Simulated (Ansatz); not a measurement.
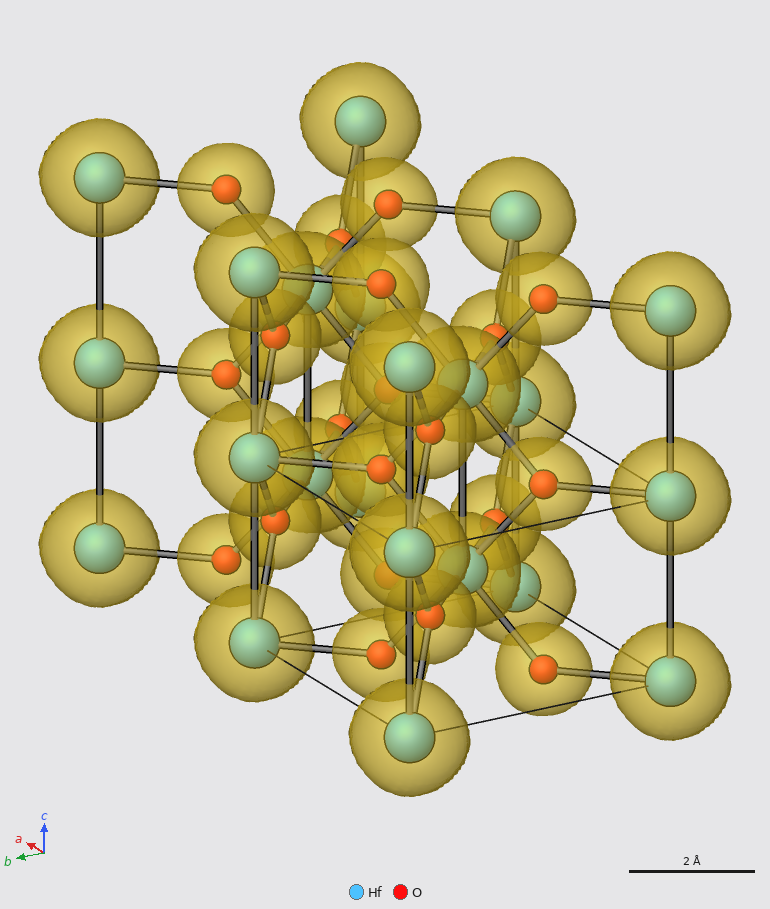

Figure 1: HfO2. Isosurface of the valence pseudo-density at 1 e/Å³ (yellow), seen at an oblique angle. Sticks mark near contacts.

Space group P4₂/mnm; started from the rutile prototype, which need not be the ambient phase; changed on purpose from its base cell (epitaxial xy strain +1.0%); computed pressure about −3 GPa in this cell.

The calculation used DFT, r2SCAN, plane waves, PAW (Ansatz 0.2.0).

In a PAW calculation such maps are meaningful between the atoms, not at the nuclei.

```
Hf O
1.0
     4.88667    0.00000    0.00000
     0.00000    4.88667    0.00000
     0.00000    0.00000    3.20080
Hf O
2 4
Direct
  0.00000 0.00000 0.00000
  0.50000 0.50000 0.50000
  0.30489 0.30489 0.00000
  0.19511 0.80489 0.50000
  0.80489 0.19511 0.50000
  0.69511 0.69511 0.00000
```

> What does this surface tell about the bonding?

At this value the density breaks into separate islands; it holds about 80 % of the electrons treated as valence (semicore included). It bridges none of the near contacts. It is pinched off along the sampled Hf–O (2.09 Å) and Hf–Hf (3.20 Å) contacts. On the grid the lowest density along these lines, outside the cores, is 0.7 e/Å³ (Hf–O, 2.09 Å) and 0.2 e/Å³ (Hf–Hf, 3.20 Å).
